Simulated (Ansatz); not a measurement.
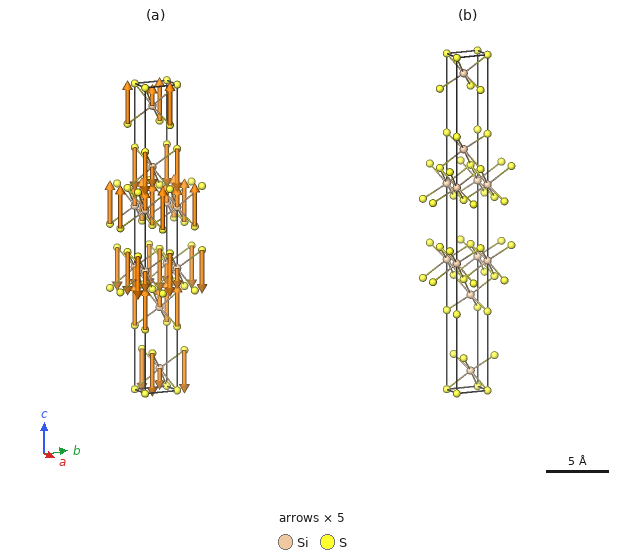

The structure of crystalline Si2S3 (built on the tetradymite_166 type) (coarse preliminary run) before (left) and after (right) a relaxation, at one scale. The orange arrows give the displacements (the part carried along by the change of the cell is left out), 5 times their true length.

A ball-and-stick model of the conventional cell (3 times the calculation's cell), seen slightly off an axis. Lengths and directions refer to the drawn axes.

Case: tetradymite type (R-3m, No. 166).

Theory: DFT PBE, scalar-relativistic, plane waves, PAW in Ansatz 0.2.0. Settings: plane-wave cutoff 420 eV; k-point mesh 6 × 6 × 6; occupations gaussian; smearing width 0.1 eV; no spin polarisation; cell and atoms relaxed; force threshold 0.04 eV/Å; at most 70 steps.

### Describe what moved and what it gained.

The energy falls by 255 meV per atom in 6 accepted moves (7 points after the start). Largest force component: 2.3 eV/Å at the start, 0.02 eV/Å at the end. The pressure goes from −9.84 to 0.09 GPa. At 1 point the geometry stayed and the basis and grid were re-selected for the new cell (energy shift of 0.3 meV per atom at most each time). The largest moves relative to the cell, 0.72 Å, are those of S atoms. Largest moves by element: S 0.72 Å, Si 0.36 Å. The volume changes by +1.4 %, with a = b 3.607 → 3.467 Å (−3.9 %), c 25.084 → 27.540 Å (+9.8 %). Some distances before and after: S–Si 2.529 → 2.342 Å, S–Si 2.671 → 2.488 Å. Bond angles that change, for instance: S–Si–S 91.0° → 95.5°, Si–S–Si 91.0° → 95.5°, S–Si–S 91.9° → 88.0°. The space group stays R-3m (No. 166). Cost: 25 s on 1 thread of Arm Neoverse V2, on a shared host, peak memory 0.36 GiB.

Limits of the set-up: layers or molecules are held without a dispersion correction, so their spacing is unreliable.
